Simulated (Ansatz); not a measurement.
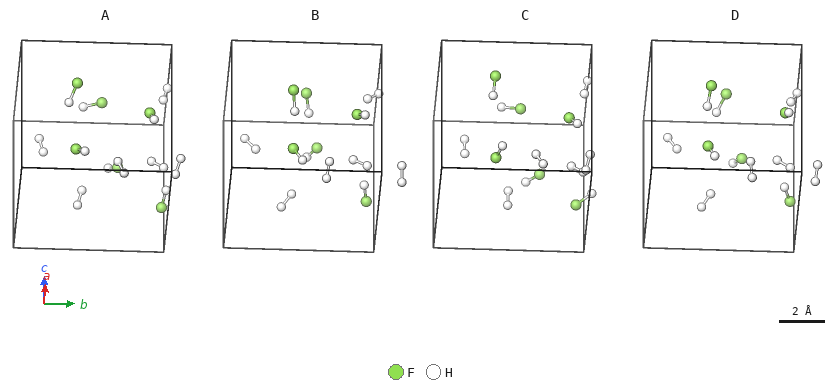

4 geometries from one relaxation of an amorphous cell of composition H$_{3}$F, in shuffled order. The picture is a ball-and-stick view of the cell of the calculation, seen from a free direction.

The cell holds 6 HF + 6 H2. The run prepares the start of a later molecular dynamics calculation, from a guessed geometry.

Level of theory: DFT PBE-D3(BJ), scalar-relativistic, plane waves, PAW in Ansatz. Set-up: plane-wave cutoff 420 eV; k-point mesh 1 × 1 × 1; occupations fermi dirac; smearing width 0.02 eV; no spin polarisation; atoms relaxed in a fixed cell; force threshold 0.3 eV/Å; at most 15 steps.

### Order the frames from highest to lowest energy.

C, A, D, B. They are steps 0, 4, 8, 13, at +116 meV per atom, +51.4 meV per atom, +22.3 meV per atom relative to the last. The energy falls by 116 meV per atom in 12 accepted moves (13 points after the start). The largest force component goes from 0.57 to 0.28 eV/Å. 1 step only repeated the SCF at the same geometry. The atom that moves furthest is an F atom (1.33 Å along [3 −2 3]). Largest moves by element: F 1.33 Å, H 1.29 Å. The cell doesn't change. Some distances before and after: F–H 0.934 → 0.969 Å, H–H 0.737 → 0.766 Å.

Limits of the set-up: the program's low-accuracy preset was used; the periodic images lie only 6.7 Å apart, so the values are limited by the cell's size.
